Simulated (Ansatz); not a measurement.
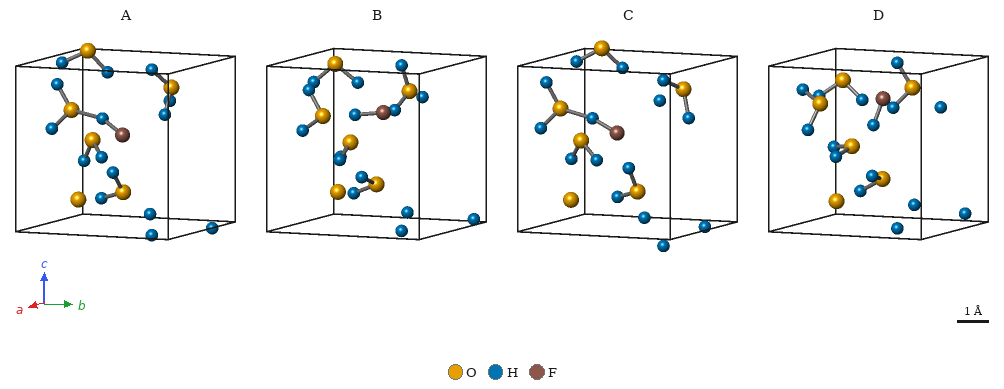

4 geometries from one relaxation of an amorphous cell of composition H13O6F, in shuffled order. Style: ball-and-stick. Shown: the cell of the calculation, slightly off an axis.

The cell holds 6 H2O + 1 HF. The run prepares the start of a later molecular dynamics calculation, from a guessed geometry.

These are results of Ansatz, DFT PBE-D3(BJ), scalar-relativistic, plane waves, PAW, not measurements. Settings: plane-wave cutoff 420 eV; k-point mesh 1 × 1 × 1; occupations fermi dirac; smearing width 0.02 eV; no spin polarisation; atoms relaxed in a fixed cell; force threshold 0.3 eV/Å; at most 15 steps.

> Put them in the order of the run, from the start to the converged end.

D, B, A, C. They are steps 0, 4, 9, 14, at +278 meV per atom, +83.9 meV per atom, +20.1 meV per atom relative to the last. Over 13 accepted moves (14 points after the start) the energy falls by 278 meV per atom. Largest force component: 1.5 eV/Å at the start, 0.23 eV/Å at the end. 1 step only repeated the SCF at the same geometry. The forces were under the threshold at step 11, but the run went on from there. The atom that moves furthest is an H atom (1.59 Å roughly along [−1 3 −1]). Largest moves by element: H 1.59 Å, F 1.25 Å, O 1.20 Å. The lattice vectors keep their values. Among the contacts that change: H–O 2.290 → 1.281 Å, F–H 0.934 → 1.074 Å, H–O 0.969 → 1.020 Å, H–O 0.969 → 0.996 Å. Bond angles that change, for instance: H–O–H 104.0° → 110.8°, H–O–H 104.0° → 98.6°, H–O–H 104.0° → 109.3°.

Limits of the set-up: the periodic images lie only 5.6 Å apart, so the values are limited by the cell's size.
